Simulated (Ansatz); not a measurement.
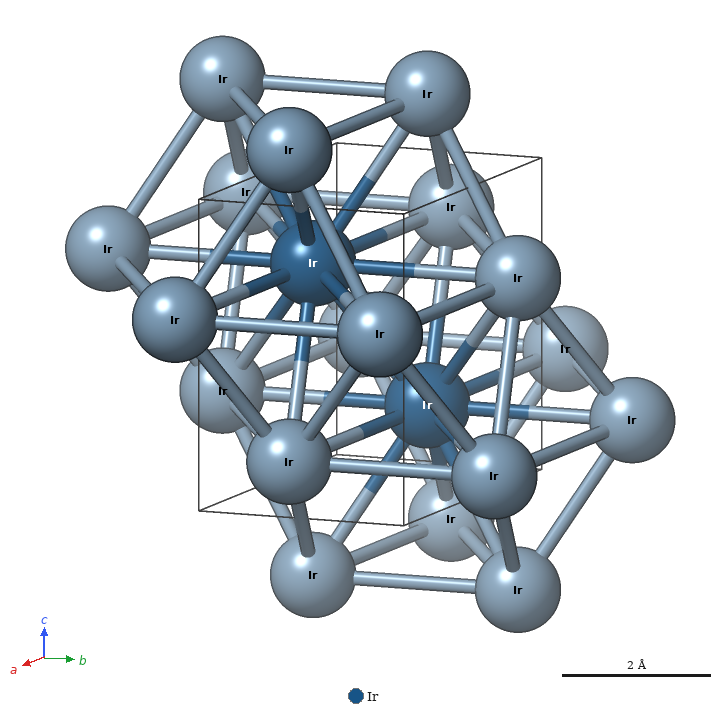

This ball-and-stick model is shown from a general direction. One conventional unit cell is outlined, and atoms on its boundary appear in each equivalent place. Every bond is drawn to its end, so some atoms lie outside the box, in fainter colours.

Ir, space group P6_3/mmc (No. 194), a = 2.83 Å, b = 2.83 Å, c = 4.53 Å, α = 90.00°, β = 90.00°, γ = 120.00°.

Calculation details: DFT r2SCAN, scalar-relativistic, plane waves, PAW (Ansatz); a basis cut at 500 eV, an 18×18×12 mesh of k-points, Gaussian smearing of 0.15 eV, no spin polarisation.

Does it come out as a metal, or with a gap?

A metal: bands cross the Fermi level.

How far is the cell from zero pressure?

The computed pressure is -28.6 GPa (stretched: it would shrink). The stress isn't hydrostatic: its largest component is 29.5 GPa.

The structure comes from a structure listed in the Materials Project. The cell was then strained or its atoms displaced on purpose. A calculation with Ansatz used it as input.

At this level of theory the run's own cell isn't at rest (stretched, at -29 GPa), so its distances can differ from those at equilibrium, the more so the softer the solid.
